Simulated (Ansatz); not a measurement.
Take the following structure.

```yaml
crystal:
  lattice:
    - [3.47850, 0.00000, 0.00000]
    - [0.00000, 3.47850, 0.00000]
    - [0.00000, 0.00000, 5.54292]
  atoms:
    - { symbol: Si, position: [0.00000, 0.00000, 0.00000] }
    - { symbol: Ge, position: [0.00000, 0.50000, 0.25000] }
    - { symbol: Si, position: [0.50000, 0.50000, 0.50000] }
    - { symbol: Ge, position: [0.50000, 0.00000, 0.75000] }
```

Before looking at a picture, describe the arrangement of atoms.

Answer. Chemical formula SiGe. The structure has I-4m2 (No. 119) symmetry and a body-centred tetragonal lattice. Atoms per cell: 4 (2 Si, 2 Ge). The polyhedra are GeSi4 tetrahedra; they share corners. Each Si has four Ge in a distorted tetrahedral arrangement at 2.22 Å. The neighbours of Ge are four Si in a distorted tetrahedral arrangement at 2.22 Å. The bonds build a three-dimensional framework.

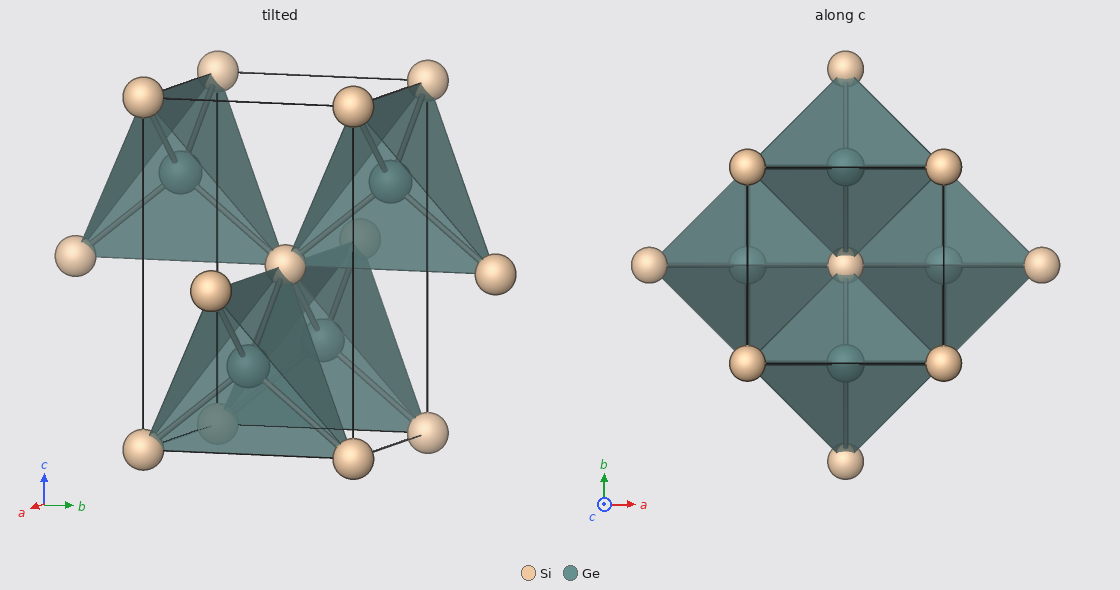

View slightly off an axis and along the c axis, drawn as a polyhedral model. The conventional unit cell is drawn as a box. Some neighbours outside the box are added. Colours: silicon light orange, germanium teal.

The structure comes from a structure listed in the Materials Project. The cell was then strained or its atoms displaced on purpose. It was the input of a calculation with Ansatz.

At this level of theory the cell isn't at rest (compressed, at 28 GPa), so its distances can differ from those at equilibrium, the more so the softer the solid.
